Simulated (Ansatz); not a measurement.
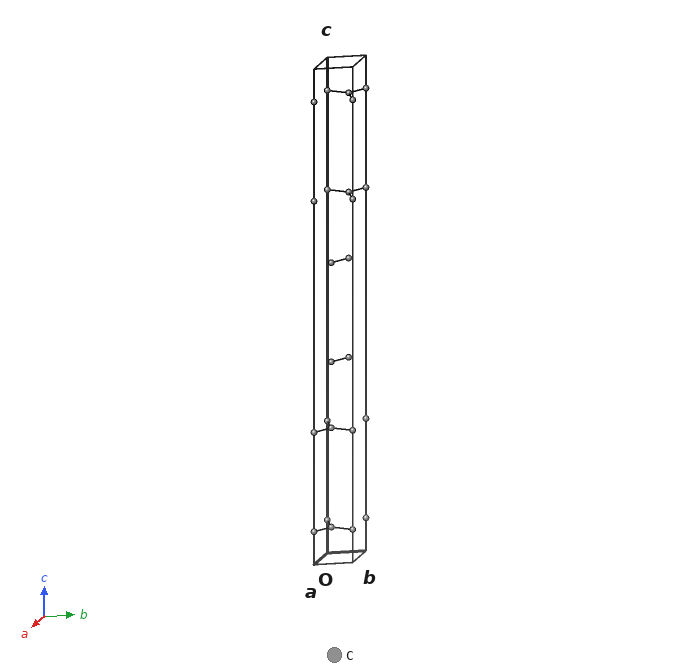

Crystal: C, the end point of a relaxation with DFT PBE, scalar-relativistic, plane waves, PAW in Ansatz 0.2.0. One unit cell is drawn above. All values are computed from the atomic coordinates in the standard setting (tolerance 0.002 Å).

```
C
1.0
     2.46661    0.00000    0.00000
    -1.23331    2.13615    0.00000
     0.00000    0.00000   32.79065
C
12
Direct
  0.00000 0.00000 0.93341
  0.33333 0.66667 0.93341
  0.00000 0.00000 0.73325
  0.33333 0.66667 0.73325
  0.66667 0.33333 0.26675
  0.00000 0.00000 0.26675
  0.66667 0.33333 0.06659
  0.00000 0.00000 0.06659
  0.33333 0.66667 0.60008
  0.66667 0.33333 0.60008
  0.33333 0.66667 0.39992
  0.66667 0.33333 0.39992
```

> What is its point group?

-3m (D3d), order 12, trigonal system: one threefold axis, three twofold axes, three mirror planes, an inversion centre.

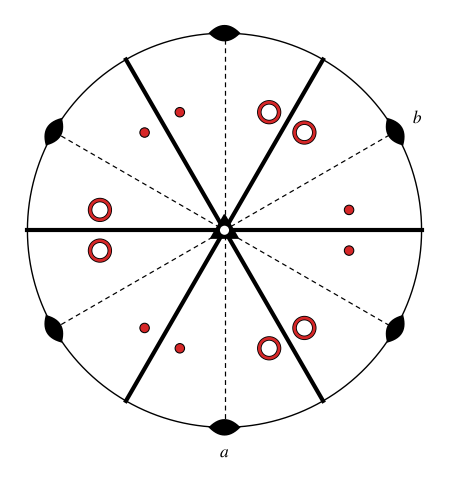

Stereographic projection: filled dots lie in the upper hemisphere, open rings in the lower; heavy lines are mirror planes (a heavy rim: a mirror in the plane of the page); lens, triangle, square and hexagon are 2-, 3-, 4- and 6-fold axes, a lens in an open square is −4, a triangle in an open hexagon −6; thin dashed diameters join the ends of axes that lie in the page; a small open circle marks inversion. The poles are one general form. The c axis points at the viewer.

> What does this class allow?

Class -3m is centrosymmetric, so neither piezoelectric nor pyroelectric; it is not chiral. Its Laue class is -3m.
